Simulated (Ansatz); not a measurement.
Given this structure:

```
Sn O
1.0
     4.86755    0.00000    0.00000
     0.00000    4.86755    0.00000
     0.00000    0.00000    3.24845
Sn O
2 4
Direct
  0.00000 0.00000 0.00000
  0.50000 0.50000 0.50000
  0.30708 0.30708 0.00000
  0.80708 0.19292 0.50000
  0.19292 0.80708 0.50000
  0.69292 0.69292 0.00000
```

### Characterise the structure given above.

The structure is one of SnO2. It belongs to space group P4_2/mnm (No. 136) and has a primitive tetragonal lattice. This arrangement goes by the name rutile. Cell content 2 Sn, 4 O; Z = 2. The polyhedra are SnO6 octahedra; they share corners and edges. Sn is linked to six O in a distorted octahedral arrangement at 2.10 to 2.11 Å. O bonds to three Sn at 2.10 to 2.11 Å. The bonds build a three-dimensional framework.

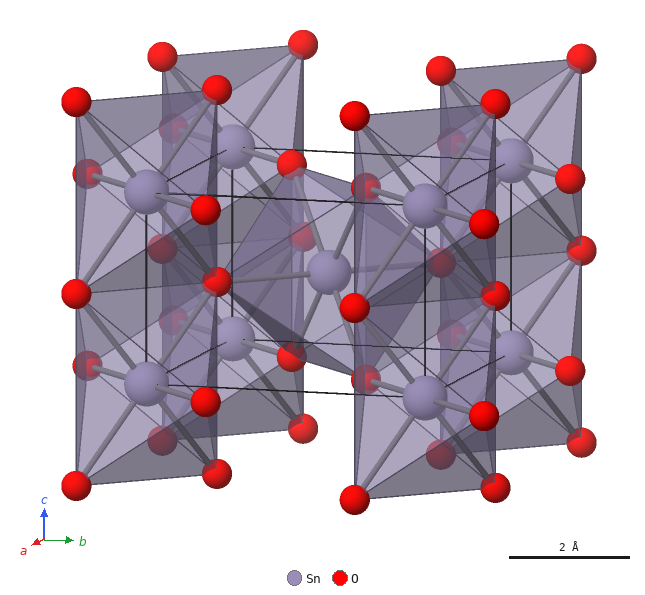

Structure drawing (polyhedral), viewed slightly off an axis. The conventional unit cell is outlined; an atom on or near a face, edge or corner is repeated at each equivalent position. A few atoms beyond the faces are included.

Provenance: a structure type known for this compound. It was relaxed at fixed volume with DFT PBE, spin-orbit coupling, plane waves, PAW (Ansatz).
